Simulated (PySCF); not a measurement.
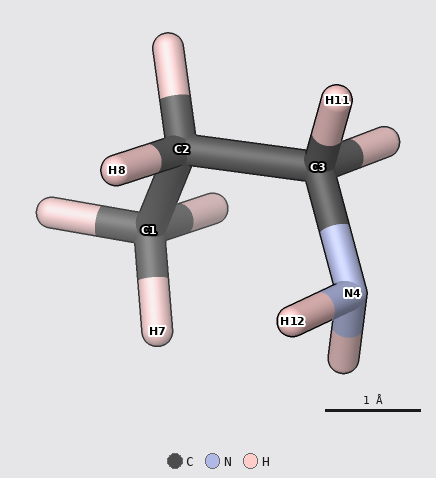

*The structure as given in the input (stick view, seen at a tilt; atoms are numbered from 1 in the order of the input).*

Bond lengths as drawn: C–C 1.52 to 1.53 Å, C–H 1.09 to 1.10 Å, C–N 1.45 Å and H–N 1.01 Å.

Single-point calculation, with input and output: C$_{3}$H$_{9}$N

- system: C$_{3}$H$_{9}$N, SMILES CCCN
- method: wB97X/def2-SVP, RKS (PySCF 2.14.0)

The geometry comes from this level: PBE0-D4/def2-TZVP.

### Input file (calc.py)
```python
# CCCN
from pyscf import gto, dft

mol = gto.M(
    atom=[
    ('C', (-1.377900, 0.221800, 0.509700)),
    ('C', (-0.298300, -0.788700, 0.163000)),
    ('C', (1.099100, -0.182300, 0.067600)),
    ('N', (1.304000, 0.822500, -0.961500)),
    ('H', (-2.359000, -0.251500, 0.588100)),
    ('H', (-1.167200, 0.709300, 1.466500)),
    ('H', (-1.456900, 1.003200, -0.251000)),
    ('H', (-0.539700, -1.277600, -0.788900)),
    ('H', (-0.282600, -1.582700, 0.918600)),
    ('H', (1.361700, 0.270300, 1.030600)),
    ('H', (1.826800, -0.983100, -0.098000)),
    ('H', (1.066200, 0.451400, -1.873800)),
    ('H', (0.709100, 1.626300, -0.805800)),
],
    spin=0,
    basis='def2-svp',
    max_memory=1860,
    verbose=3,
)

mf = dft.RKS(mol)
mf.xc = 'wb97x'
mf.grids.level = 5
mf.conv_tol = 1e-10
mf.kernel()
if not mf.converged:
    mf = mf.newton().run(mf.mo_coeff, mf.mo_occ)

energy = mf.e_tot
print('E(%s) = %.9f' % ('WB97X', energy))
```

Machine: 1 thread of Intel Xeon @ 2.70GHz, 189 GiB of memory available, shared host.

Command:
```bash
OMP_NUM_THREADS=1 python calc.py
```

### What the program printed
```
converged SCF energy = -174.312257785661
E(WB97X) = -174.312257786
```

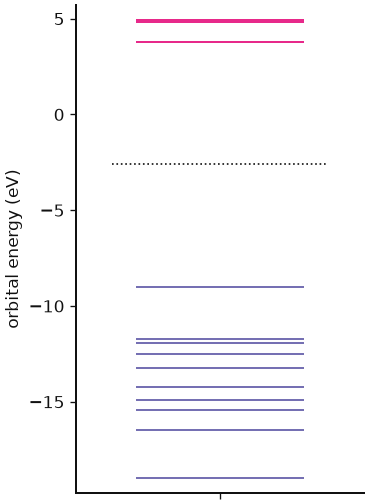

*Orbital energies near the frontier; the dotted line parts filled from empty levels, and levels within 0.02 eV of each other stand side by side.*

Highest filled −9.03 eV, lowest empty 3.80 eV, 12.83 eV apart.

### Summary

```csv
quantity,value
outcome,converged
total energy,−174.312258 hartree
basis functions,101
HOMO,−9.03 eV
LUMO,3.80 eV
dipole moment,1.33 D
wall time,39 s
peak memory,0.52 GiB
```
